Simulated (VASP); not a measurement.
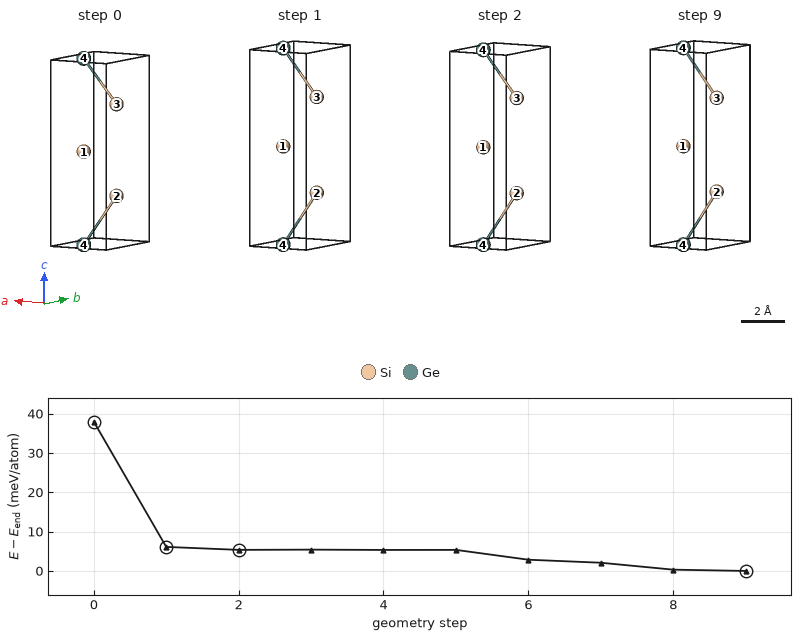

Frames of a relaxation of crystalline Si$_{3}$Ge (a generated structure, set up in P-6m2), marked on the history of the run. A ball-and-stick model of the cell of the calculation, seen from a free direction.

The run lets cell and atoms move.

Method: Kohn-Sham DFT of a periodic cell, PBE, VASP PAW PBE potentials, recommended (VASP 6.6.1).

The input:
```
SYSTEM = Si3Ge
PREC = Normal
ENCUT = 520
EDIFF = 1E-4
ISMEAR = 0
SIGMA = 0.15
LREAL = .FALSE.
LASPH = .TRUE.
NELM = 60
ALGO = Fast
ISIF = 3
LWAVE = .FALSE.
LCHARG = .FALSE.
GGA = PE
IBRION = 2
NSW = 24
EDIFFG = -0.08
```

Run as
```bash
cat potpaw_PBE.64/Si/POTCAR potpaw_PBE.64/Ge_d/POTCAR > POTCAR
mpirun -np 1 vasp_std > vasp.out
```

Describe the path.

Answer. The largest moves relative to the cell, 0.074 Å, are those of Si2 and Si3. Si2 goes along +c. Ge stays in place. Cell: a = b 2.740 → 2.780 Å (+1.4 %), c 8.984 → 9.489 Å (+5.6 %). Volume +8.7 %. Near-neighbour distances that change, for instance: Si2–Ge4 2.777 → 2.958 Å, Ge4–Ge4 2.740 → 2.780 Å. The space group stays P-6m2 (No. 187). After 9 geometry steps the energy has fallen by 38.0 meV per atom. The largest force component goes from 0.4 to 0.066 eV/Å. Pressure: 7.46 GPa at the start and −0.62 GPa at the end. It ran on 1 thread of Intel(R) Xeon(R) 6975P-C (Granite Rapids) (shared host). From step 0 to 1: Si atoms move most (0.02 Å), volume +10.1 %, energy −31.9 meV per atom. From step 1 to 2: volume −1.5 %, energy −0.8 meV per atom. From step 2 to 9: Si atoms move most (0.06 Å), volume +0.2 %, energy −5.4 meV per atom.

```csv
step,"E − E(0), meV/atom","largest force component, eV/Å","pressure, GPa","volume, Å³/atom"
0,0.00,0.3956,7.46,14.605
1,-31.87,0.2749,-1.57,16.084
2,-32.62,0.2833,0.20,15.840
3,-32.56,0.2794,-2.24,15.939
4,-32.64,0.2809,0.28,15.872
5,-32.63,0.2804,-1.16,15.905
6,-35.13,0.2321,-0.17,15.830
7,-35.89,0.2064,0.46,15.774
8,-37.66,0.1076,-0.89,15.845
9,-37.98,0.0663,-0.62,15.876
```
